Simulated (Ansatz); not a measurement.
## Ge: 7 runs along one coordinate

System: Ge (P6/mmm, 3 atoms in the cell).
Method: DFT, PBEsol, plane waves (420 eV) with PAW, scalar-relativistic, no spin polarisation (Ansatz 0.2.0).

The 7 runs differ only in the geometry, by an even scaling of the cell at fixed fractional positions.

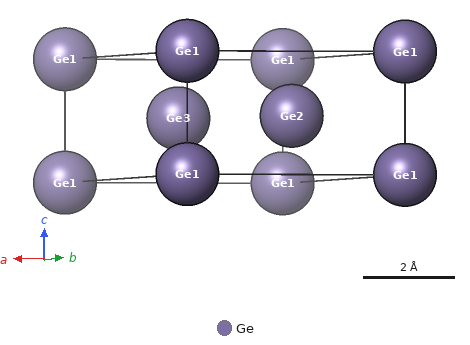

Figure 1. The structure of run 4 (spheres-only view of the cell of the calculation, seen at an oblique angle; atoms are numbered from 1 in the order of the input).

## Input of run 4
```yaml
crystal:
  lattice:
    - [4.8288058681, 0.0, 0.0]
    - [-2.414402934, 4.1818685517, 0.0]
    - [0.0, 0.0, 2.732692904]
  atoms:
    - { symbol: Ge, position: [1.0, 0.0, 0.0] }
    - { symbol: Ge, position: [0.3333333333, 0.6666666667, 0.5] }
    - { symbol: Ge, position: [0.6666666667, 0.3333333333, 0.5] }
hamiltonian:
  xc: pbesol
  pseudopotentials:
    kind: paw
    azcp:
      Ge: "pseudopotentials/Ge.paw.azcp"
basis:
  ecutwfc: 420
  fft_grid_basis: typed
kpoints:
  mp_grid: { grid: [9, 9, 13], shift: [0, 0, 0] }
magnetization:
  spin_polarized: false
scf:
  occupations: { method: fermi_dirac, width: 0.1 }
  lower_state_search: "off"
output:
  stress: true
```

Lattice vectors (Å) and fractional positions of run 4:
```
   4.828806    0.000000    0.000000
  -2.414403    4.181869    0.000000
   0.000000    0.000000    2.732693
Ge  1.000000  0.000000  0.000000
Ge  0.333333  0.666667  0.500000
Ge  0.666667  0.333333  0.500000
```

Run 3 differs from it as follows:
```diff
-    - [4.8288058681, 0.0, 0.0]
-    - [-2.414402934, 4.1818685517, 0.0]
-    - [0.0, 0.0, 2.732692904]
+    - [4.7635437346, 0.0, 0.0]
+    - [-2.3817718673, 4.1253498862, 0.0]
+    - [0.0, 0.0, 2.6957600941]
```

## Results, with one run withheld

| run | volume per atom (Å³) | free energy per atom, from the lowest run given (meV) | pressure (GPa) |
| --- | --- | --- | --- |
| 1 | 16.187 | 77.11 | 12.62 |
| 2 | 16.923 | 31.47 | 7.45 |
| 3 | 17.658 | ? | ? |
| 4 | 18.394 | 0.00 | −0.05 |
| 5 | 19.130 | 6.66 | −2.75 |
| 6 | 19.866 | 24.42 | −4.91 |
| 7 | 20.601 | 51.10 | −6.65 |

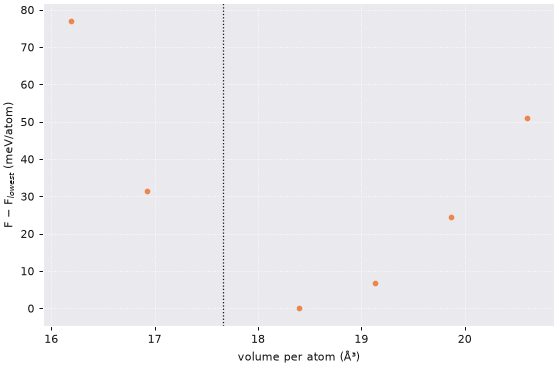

Figure 2. Free energy per atom of the runs given; the dotted line marks run 3.

Fit the runs given and predict run 3.

A cubic polynomial in V^(−2/3) (the Birch–Murnaghan form), fitted to the 6 runs given, misses them by at most 0.02 meV per atom. With x = V^(−2/3) − 0.14345 Å⁻², it reads F = 0.022323 − 116.27 x + 4.6947e+05 x² + 6.4737e+05 x³ (meV per atom). At run 3 it gives 7.19 meV per atom, and the run itself gives 7.16. The slope of the fit gives a pressure −dF/dV of 3.29 GPa there, and the run prints 3.29 GPa. The fit has its minimum at 18.382 Å³ per atom, where V d²F/dV² gives 75 GPa. Cell shape and fractional positions are held, so this is the stiffness under even scaling; the relaxed bulk modulus wasn't computed.

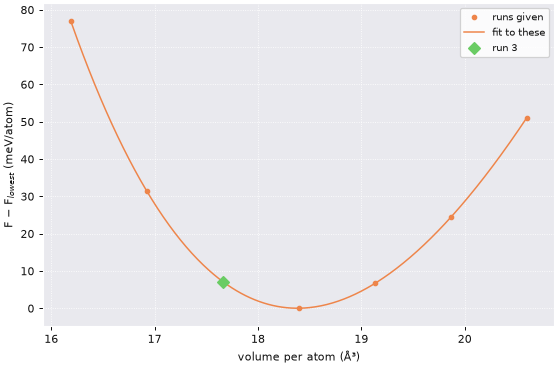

Figure 3. The fit and the withheld run.

## Output, shortened to warnings, some set-up lines, iterations and results (run 3)
```
Warning: [file] the record states the generating functional pbe (its physics header spells it `PBE`), which answers neither for hamiltonian.xc's functional nor for the pbesol family's — results may be inconsistent (PPs are generated against a specific XC)
Basis set: ecut = 420 eV, 1023 PW (Γ)
Symmetry: 24 space group operations
k-points: 84 of 1053
Initial density: superposition of atomic densities (neutral atoms: chi_scale 0, normalization atom), corrected by the library's trained network
[...]
SCF iter   1: F=—  HF=-12759.683723 eV  |F-HF|=—  |Δ(HF+E_count)|=         —  Δρ=1.81e-3  dr2=1.87e-3  ethr=1.77e-3  ⟨swp⟩=5.6  Hψ=17406  notcnv=0  defer=38
SCF iter   2: F=—  HF=-12759.682150 eV  |F-HF|=—  |Δ(HF+E_count)|=   1.57e-3  Δρ=9.98e-4  dr2=9.40e-4  ethr=4.46e-6  ⟨swp⟩=2.1  Hψ=4733  notcnv=0  defer=60
SCF iter   3: F=—  HF=-12759.681968 eV  |F-HF|=—  |Δ(HF+E_count)|=   1.82e-4  Δρ=3.03e-4  dr2=5.02e-5  ethr=2.24e-6  ⟨swp⟩=2.5  Hψ=3212  notcnv=0  defer=60
SCF iter   4: F=—  HF=-12759.681963 eV  |F-HF|=—  |Δ(HF+E_count)|=   4.95e-6  Δρ=9.89e-5  dr2=3.65e-6  ethr=1.19e-7  ⟨swp⟩=2.0  Hψ=3917  notcnv=0  defer=60
SCF iter   5: F=—  HF=-12759.681962 eV  |F-HF|=—  |Δ(HF+E_count)|=   1.52e-6  Δρ=2.87e-5  dr2=1.50e-7  ethr=8.69e-9  ⟨swp⟩=2.0  Hψ=4101  notcnv=0  defer=60
SCF iter   6: F=-12759.681962 eV  HF=-12759.681962 eV  |F-HF|=1.23e-9  |Δ(HF+E_count)|=   1.85e-7  Δρ=4.83e-6  dr2=5.23e-9  ethr=2.38e-10  ⟨swp⟩=4.0  Hψ=6880  notcnv=0
SCF 1 converged in 6 iterations: F = -12759.681962 eV  dr2 = 5.23e-9
SCF converged after 6 iterations
Free energy (F): -12759.681962 eV
Harris-Foulkes:  -12759.681962 eV  (|F-HF|=1.23e-9)
Internal energy: -12759.639552 eV  (E = F + TS)
E sigma→0 (E₀):  -12759.660757 eV
Entropy (-TS):   -0.042410 eV (-14.137 meV/atom)
Fermi energy:    12.050028 eV
--- Per-component energies (eV) ---
  E_band       = -304.503167
  E_kinetic    = 334.220646
  E_local      = -6242.528743  (includes V_loc(G=0)·N_el)
  E_nonlocal   = 1251.615226
  E_hartree    = 2735.054291
  E_xc         = -226.805685
  E_vxc        = -196.313943  (∫ρ·V_xc dr)
  E_paw        = -5927.520128  (= ΣΔE_a)
  E_vpaw       = -921.601169  (= ΣTr[D̂ρ^β])
  E_aug_tail   = 0.001090  (compensation charges beyond the density's cutoff)
  E_ewald      = -4686.430057
  E_core_change = 2.753809  (= ΣΔE_core)
  E_smearing   = -0.042410  (= −TS)
  E_closure    = -0.000000  (closes the sum)
  Σ components = -12759.681962   (vs F -12759.681962, Δ=0.00e0)
--- Stress (GPa, compression-positive) ---
        1.096430       0.000000      -0.000000
        0.000000       1.096430       0.000000
       -0.000000       0.000000       7.684561
  P = ⅓ Tr σ = 3.2925 GPa (32.925 kbar)
```

The program warns: the PAW datasets were made with another functional.
